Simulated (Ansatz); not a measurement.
## Run report: WSe$_{2}$, single-point calculation

- system: WSe$_{2}$ (P1, 6 atoms in the cell)
- method: DFT PBEsol, scalar-relativistic, plane waves, PAW, PAW set soft_1, no spin polarisation (Ansatz 0.2.0)

The structure derives from a Materials Project entry. Figures and captions count atoms from 1; the log counts them from 0 in places.

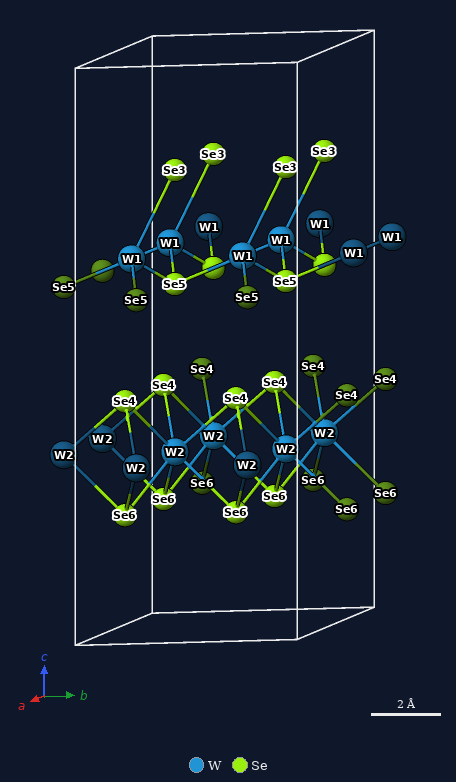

**Figure 1.** The input geometry (ball-and-stick view of the 2 × 2 repeat of the cell, with the vacuum cut short, seen slightly off an axis; neighbours outside the cell are drawn fainter; atoms are numbered from 1 in the order of the input). An atom can appear more than once, as a periodic image.

Input
```yaml
crystal:
  lattice:
    - [3.2705808386, 0.0, 0.0]
    - [-1.6352904193, 2.8324060913, 0.0]
    - [0.0, 0.0, 23.9869951139]
  atoms:
    - { symbol: W, position: [0.4974918236, 0.3333333333, 0.1030200584] }
    - { symbol: W, position: [0.3333333333, 0.6666666667, 0.8623778584] }
    - { symbol: Se, position: [0.3333333333, 0.6666666667, 0.2073407565] }
    - { symbol: Se, position: [0.6666666667, 0.3333333333, 0.9321940382] }
    - { symbol: Se, position: [0.3333333333, 0.6666666667, 0.0678059618] }
    - { symbol: Se, position: [0.6666666667, 0.3333333333, 0.7926592435] }
basis:
  ecutwfc: 420
kpoints:
  mp_grid: { grid: [9, 9, 2] }
hamiltonian:
  xc: pbesol
  pseudopotentials: { kind: paw, azcp: { folder: soft_1 } }
scf:
  occupations: { method: gaussian, width: 0.05 }
output:
  forces: true
  stress: true
  eigenvalues: true
  write_density: true
  write_potential: true
  elf: true
  volumetric_format: npy
```

Launch command:
```bash
ansatz run input.yaml --threads 2 --pin off --max-ram 4096MiB --backend cpu --events-out ev --progress --plain --runs-dir out
```

The program's output
```
Warning: [file] the record states the generating functional pbe (its physics header spells it `PBE`), which answers neither for hamiltonian.xc's functional nor for the pbesol family's — results may be inconsistent (PPs are generated against a specific XC)
Warning: [file] the record states the generating functional pbe (its physics header spells it `PBE`), which answers neither for hamiltonian.xc's functional nor for the pbesol family's — results may be inconsistent (PPs are generated against a specific XC)
Engine: ansatz 0.2.0, aarch64-unknown-linux-gnu
Pseudopotentials: kind: paw
Pseudopotential: W, paw, valence charge 14, recommended cutoff 420 eV (normal), [file]
Pseudopotential: Se, paw, valence charge 16, recommended cutoff 420 eV (normal), [file]
Functional definition: PBEsol
  exchange = pbesol_x
  correlation = pbesol_c
Crystal: 6 atoms, lattice volume = 222.206 Å³
Basis set: ecut = 420 eV, 4449 PW (Γ), exchange–correlation on 48×48×324 points (8 copies of the dense FFT grid, shifted against one another)
Bands: 56, of which v1, the nominal top of the filled ones, is band 46 counted from 1 (45 counted from 0)
Symmetry: 1 space group operations
Space group: P1 (ITA 1), of the structure as read, at distance tolerance 6.1e-5 Å
k-points: 82 of 162 (time reversal used)
Non-local potential: W, projectors of the file, l = 0: 3, l = 1: 2, l = 2: 2, l = 3: 1
Non-local potential: Se, projectors of the file, l = 0: 2, l = 1: 2, l = 2: 3, l = 3: 1
PAW form: soft (Blöchl's): semilocal exchange-correlation on the pseudo side does not see the compensation charge
PAW frozen core: W, regenerated for the run's functional, and the local potential with it (the file was generated under x = pbe(κ = 0.804, μ = 0.2195149727645171), c = pbe(β = 0.06672455060314922))
PAW frozen core: Se, regenerated for the run's functional, and the local potential with it (the file was generated under x = pbe(κ = 0.804, μ = 0.2195149727645171), c = pbe(β = 0.06672455060314922))
PAW one-centre angular grid: W, 590 points (default); XC on 64 Gauss nodes
PAW one-centre angular grid: Se, 590 points (default); XC on 64 Gauss nodes
Initial density: superposition of atomic densities (neutral atoms: chi_scale 0, normalization atom)
Initial wavefunctions: pseudopotential atomic-orbital guess
Functional: x = pbesol(κ = 0.804, μ = 0.12345679012345678), c = pbesol(β = 0.046)
SCF iter   1: F=—  HF=-42201.601493 eV  |F-HF|=—  |Δ(HF+E_count)|=         —  Δρ=4.68e-2  dr2=1.72e1  ethr=3.10e-3  ⟨swp⟩=8.5  Hψ=20353  notcnv=0  defer=36
preconditioner: auto → LDOS  [metal: Δε(μ)=0.014 eV  Ē_g=9.215 eV  σ=0.050 eV  W_gap=0.16  n_scr=58 (ndim 8)  ℏωp=14.9 eV  f_vac=0.452  D(μ)=1.84/eV (n_scr^D=8)  β→1.0]
SCF iter   2: F=—  HF=-42201.802112 eV  |F-HF|=—  |Δ(HF+E_count)|=   2.01e-1  Δρ=4.20e-2  dr2=1.54e1  ethr=3.10e-3  ⟨swp⟩=4.0  Hψ=11334  notcnv=0  defer=302
SCF iter   3: F=—  HF=-42200.534821 eV  |F-HF|=—  |Δ(HF+E_count)|=    1.27e0  Δρ=4.51e-2  dr2=5.54e1  ethr=3.10e-3  ⟨swp⟩=4.1  Hψ=10679  notcnv=0  defer=274  recentre
SCF iter   4: F=—  HF=-42199.404898 eV  |F-HF|=—  |Δ(HF+E_count)|=    1.13e0  Δρ=8.59e-3  dr2=4.52e-1  ethr=3.10e-3  ⟨swp⟩=3.1  Hψ=7017  notcnv=0  defer=270
SCF iter   5: F=—  HF=-42199.357986 eV  |F-HF|=—  |Δ(HF+E_count)|=   4.69e-2  Δρ=2.03e-3  dr2=4.88e-2  ethr=4.91e-4  ⟨swp⟩=2.5  Hψ=6478  notcnv=0  defer=261
SCF iter   6: F=—  HF=-42199.353176 eV  |F-HF|=—  |Δ(HF+E_count)|=   4.81e-3  Δρ=1.52e-3  dr2=3.50e-2  ethr=5.31e-5  ⟨swp⟩=2.0  Hψ=6114  notcnv=0  defer=261
SCF iter   7: F=—  HF=-42199.353187 eV  |F-HF|=—  |Δ(HF+E_count)|=   1.13e-5  Δρ=8.31e-4  dr2=3.29e-2  ethr=3.80e-5  ⟨swp⟩=2.0  Hψ=5558  notcnv=0  defer=261
SCF iter   8: F=—  HF=-42199.350902 eV  |F-HF|=—  |Δ(HF+E_count)|=   2.29e-3  Δρ=6.23e-4  dr2=1.45e-2  ethr=3.57e-5  ⟨swp⟩=2.0  Hψ=5353  notcnv=0  defer=261
SCF iter   9: F=—  HF=-42199.350016 eV  |F-HF|=—  |Δ(HF+E_count)|=   8.86e-4  Δρ=4.64e-4  dr2=1.07e-2  ethr=1.58e-5  ⟨swp⟩=1.2  Hψ=4899  notcnv=0  defer=255
SCF iter  10: F=—  HF=-42199.348528 eV  |F-HF|=—  |Δ(HF+E_count)|=   1.49e-3  Δρ=2.66e-4  dr2=3.90e-3  ethr=1.17e-5  ⟨swp⟩=1.4  Hψ=4797  notcnv=0  defer=255
SCF iter  11: F=—  HF=-42199.347684 eV  |F-HF|=—  |Δ(HF+E_count)|=   8.44e-4  Δρ=1.14e-4  dr2=1.05e-4  ethr=4.24e-6  ⟨swp⟩=2.2  Hψ=5780  notcnv=0  defer=251
SCF iter  12: F=—  HF=-42199.347673 eV  |F-HF|=—  |Δ(HF+E_count)|=   1.08e-5  Δρ=2.94e-5  dr2=3.91e-6  ethr=1.14e-7  ⟨swp⟩=2.7  Hψ=6418  notcnv=0  defer=247
SCF iter  13: F=—  HF=-42199.347694 eV  |F-HF|=—  |Δ(HF+E_count)|=   2.10e-5  Δρ=1.25e-5  dr2=7.12e-7  ethr=4.25e-9  ⟨swp⟩=2.5  Hψ=5816  notcnv=0  defer=247
SCF iter  14: F=-42199.347695 eV  HF=-42199.347695 eV  |F-HF|=3.65e-8  |Δ(HF+E_count)|=   3.50e-7  Δρ=3.20e-6  dr2=4.21e-8  ethr=1.09e-10  ⟨swp⟩=19.0  Hψ=39812  notcnv=0
SCF 1 converged in 14 iterations: F = -42199.347695 eV  dr2 = 4.21e-8
  greatest PAW one-centre occupation: 1.005 electrons in one spin orbital (limit 2), on the W atom at site 0 (counted from 0), in its partial waves of l = 1
```

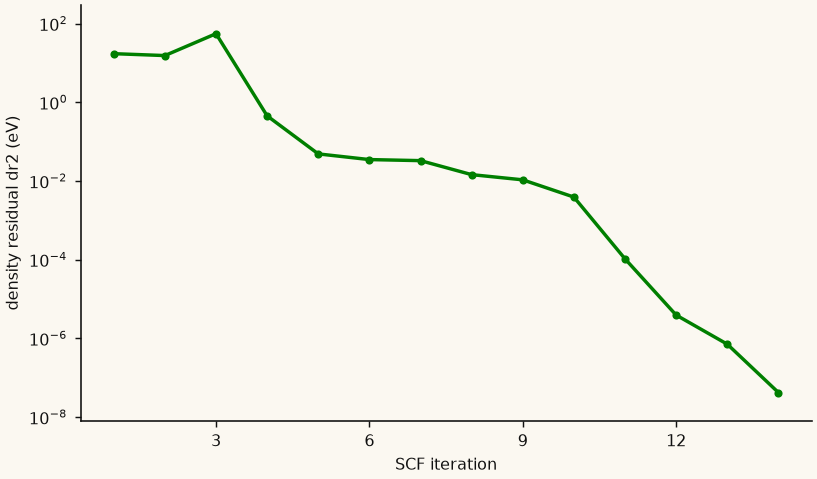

**Figure 2.** Convergence of the self-consistent field: density residual dr2 against the SCF iteration. The residual comes down, with one marked jump up, by a factor of about 4, at step 3.

```
WARN: The output density's exchange-correlation potential varies sharply where the density is thin. Do not read a vacuum level from v_tot or v_xc, or from such a field of the output density. On a cell that repeats whose density bears no net charge and no dipole along the vacuum's axis use v_es (v_loc + v_h of the components); under efield.dipole_correction with no amplitude use v_es + v_field, which holds any external_charges[].barrier, or the levels of the report's work_function block, which leave it out; under a non-zero efield.amplitude the vacuum is tilted and has no level; on a cell that repeats and bears such a dipole with no correction it is tilted too, and efield.dipole_correction with no amplitude gives each side of its ramp a level where efield: is served; in a cell that repeats whose density bears a net charge (total_charge, or a fill off its count) it is curved and has none; of a slab under crystal.periodic whose density bears no net charge use v_es, which has a level on each side, short of where the two are joined; of another it falls or rises all the way out and has none; of a slab beside external_charges read slab_vacuum_level instead, which it has where they leave it neutral. The grid or the basis barely resolves most such structure, and the values can differ between equally converged runs; as a rule a tighter scf.convergence.dr2_threshold does not remove it. Where the density itself ripples (under the LDA too) a higher basis.ecutwfc lessens it. The files hold the spikes' plane waves up to the density's cutoff. Files: v_tot_of_output_density and the like, and their columns of v_z.tsv (output.write_potential); v_xc_of_output_density and the like, and their columns of v_comp_z.tsv (output.write_potential_components). Measured: with its Gaussian average of σ = 0.25 Å subtracted twice, the exchange-correlation potential is over 0.1 eV at 4 of the grid points where the equally averaged density (valence and model cores) is under 1e-3 e/Å³, and 0.141 eV at the most among them, at an averaged density of 1.6e-8 e/Å³. The input density's (outcome.potential() and, of a run that writes arrays, v_tot and v_xc) is over 0.1 eV, so measured, at 217 points of its own thin density, 0.166 eV at the most. See output.write_potential in the manual, Limitations
SCF converged after 14 iterations
Free energy (F): -42199.347695 eV
Harris-Foulkes:  -42199.347695 eV  (|F-HF|=3.65e-8)
Internal energy: -42199.345364 eV  (E = F + TS)
E sigma→0 (E₀):  -42199.346529 eV
Entropy (-TS):   -0.002331 eV (-0.388 meV/atom)
Fermi energy:    4.980641 eV
--- Per-component energies (eV) ---
  E_band       = -2490.115797
  E_kinetic    = 1323.809262
  E_local      = -93063.492478  (includes V_loc(G=0)·N_el)
  E_nonlocal   = -1452.774680
  E_hartree    = 46311.204823
  E_xc         = -879.237894
  E_vxc        = -834.981416  (∫ρ·V_xc dr)
  E_paw        = -25249.533386  (= ΣΔE_a)
  E_vpaw       = -1085.078579  (= ΣTr[D̂ρ^β])
  E_aug_tail   = -0.001212  (compensation charges beyond the density's cutoff)
  E_ewald      = 30806.202678
  E_core_change = 4.477523  (= ΣΔE_core)
  E_smearing   = -0.002331  (= −TS)
  E_closure    = 0.000000  (closes the sum)
  Σ components = -42199.347695   (vs F -42199.347695, Δ=0.00e0)
--- Forces (eV/Å), atoms counted from 1 ---
  atom   1  W     32.64771713   -24.30744388    32.08367057
  atom   2  W      0.00428439     0.00364048    -0.03132031
  atom   3  Se     0.24236251    -0.03837536    -1.57190692
  atom   4  Se     0.02084681    -0.00030753    -0.06841763
  atom   5  Se   -32.91474565    24.34480494   -30.40172957
  atom   6  Se    -0.00045439    -0.00232451    -0.01028571
  max |Σ_I F_I| component: 1.08e-5 eV/Å
--- Stress (GPa, compression-positive) ---
       27.411425     -25.999916      20.406726
      -25.999916      27.885819     -14.897975
       20.406725     -14.897974      16.061311
  P = ⅓ Tr σ = 23.7862 GPa (237.862 kbar)
--- Band table (eV; the first three rows and the last of 82) ---
  k-point 0: bands = ["-70.1445", "-68.9862", "-45.6919", "-45.2212", "-45.1773", "-44.8963", "-44.8740", "-43.8104", "-43.8102", "-43.7830", "-43.7828", "-43.7799", "-43.7799", "-43.7711", "-43.7461", "-43.7459", "-43.7320", "-42.9371", "-42.9364", "-42.8904", "-42.8825", "-42.8716", "-34.5945", "-34.4199", "-34.2610", "-34.2587", "-33.0955", "-32.7942", "-11.4481", "-11.1401", "-9.8711", "-8.5543", "-3.2452", "-2.3682", "-1.1963", "-0.2778", "1.1726", "1.4169", "1.4174", "1.5621", "2.5754", "2.5761", "3.0851", "3.3971", "5.1425", "6.4870", "6.7220", "6.7964", "6.7974", "6.9798", "6.9859", "7.1665", "7.7750", "8.4429", "9.1897", "9.5965"]
  k-point 1: bands = ["-70.1445", "-68.9862", "-45.6919", "-45.2212", "-45.1773", "-44.8963", "-44.8740", "-43.8104", "-43.8102", "-43.7830", "-43.7828", "-43.7799", "-43.7799", "-43.7711", "-43.7461", "-43.7459", "-43.7320", "-42.9371", "-42.9364", "-42.8904", "-42.8825", "-42.8716", "-34.5945", "-34.4199", "-34.2610", "-34.2587", "-33.0955", "-32.7942", "-11.4481", "-11.1401", "-9.8711", "-8.5543", "-3.2452", "-2.3681", "-1.1963", "-0.2778", "1.1726", "1.4169", "1.4174", "1.5621", "2.5754", "2.5761", "3.0851", "3.3971", "5.1425", "6.4870", "6.7220", "6.7964", "6.7974", "6.9798", "6.9859", "7.1666", "7.7741", "8.4533", "9.1270", "9.7059"]
  k-point 2: bands = ["-70.1432", "-68.9844", "-45.6866", "-45.2175", "-45.1779", "-44.8962", "-44.8738", "-43.8103", "-43.8098", "-43.7831", "-43.7829", "-43.7800", "-43.7793", "-43.7708", "-43.7462", "-43.7460", "-43.7317", "-42.9369", "-42.9361", "-42.8905", "-42.8826", "-42.8714", "-34.6304", "-34.4138", "-34.2889", "-34.2677", "-33.1123", "-32.8101", "-11.2128", "-10.9449", "-9.7739", "-8.4165", "-3.0303", "-2.1650", "-1.5497", "-0.2803", "0.8687", "1.1546", "1.3770", "1.6019", "2.2660", "2.5773", "3.1187", "3.3636", "5.0183", "5.5843", "6.2487", "6.4081", "6.4590", "6.7385", "7.1103", "7.3462", "8.2089", "8.9583", "9.5885", "9.8489"]
  k-point 81: bands = ["-70.1342", "-68.9748", "-45.6765", "-45.2186", "-45.1703", "-44.8945", "-44.8723", "-43.8100", "-43.8063", "-43.7846", "-43.7835", "-43.7795", "-43.7759", "-43.7689", "-43.7477", "-43.7466", "-43.7298", "-42.9364", "-42.9330", "-42.8915", "-42.8828", "-42.8700", "-34.7185", "-34.4779", "-34.3715", "-34.3273", "-33.1089", "-33.0169", "-10.1248", "-9.3201", "-8.9647", "-7.1522", "-3.2046", "-2.1264", "-1.7893", "-1.1326", "-0.5465", "0.0743", "0.5784", "1.0213", "1.6510", "1.7908", "2.4486", "3.0660", "4.2207", "4.4714", "5.2649", "5.8911", "6.4624", "6.7000", "7.1002", "7.9687", "8.1718", "9.3573", "9.9897", "10.8889"]
```

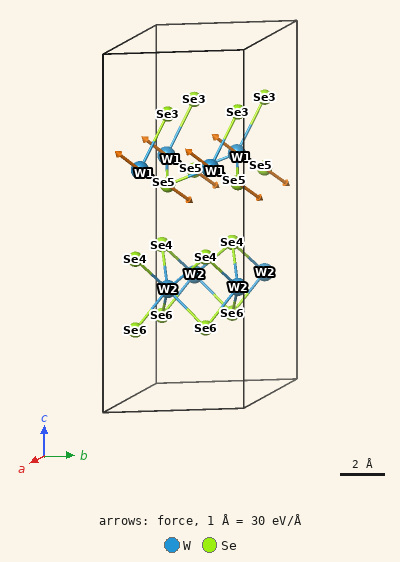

**Figure 3.** Forces on the atoms as orange arrows (ball-and-stick view of the 2 × 2 repeat of the cell, with the vacuum cut short, seen slightly off an axis; atoms are numbered from 1 in the order of the input); the smallest are left out. The largest act on W1 (51.83 eV/Å); Se5 (50.99 eV/Å). The geometry is not a stationary point of this energy.

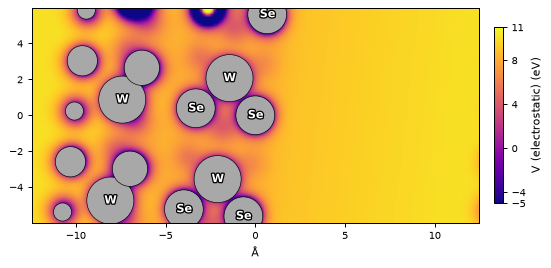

**Figure 4.** Electrostatic potential (local pseudopotential plus Hartree) felt by an electron on the (111) plane of the conventional cell. Grey discs, where drawn, cover atomic cores. Atoms in the plane: W and Se. Outside the cores the potential energy rises away from the atoms and is highest about 2.7 Å from the nearest atoms; outside the discs it spans about 14 eV, and its zero is arbitrary. Core electrons are frozen (PAW), so the fields are smoothed inside the atomic spheres.

Summary

| quantity | value |
| --- | --- |
| outcome | converged |
| space group (tolerance 0.01 Å) | P1 (1) |
| electrons treated | 92 |
| free energy | −42199.3477 eV |
| Fermi energy | 4.981 eV |
| gap on the k-point mesh | none (metallic) |
| pressure | 23.79 GPa |
| largest force (length of the vector) | 51.827 eV/Å |
| hardware | 2 threads of Arm Neoverse N1, 98 GiB of memory available, shared host |
| wall time | 2.4 min (CPU time 4.7 min) |
| peak memory | 0.93 GiB |

Notes

The program warns: the PAW datasets were made with another functional; the exchange-correlation potential is rough where the density is thin. Spin–orbit coupling is left out, which matters for W. The cell is under a pressure of 24 GPa at this level, so it is not at its equilibrium volume.
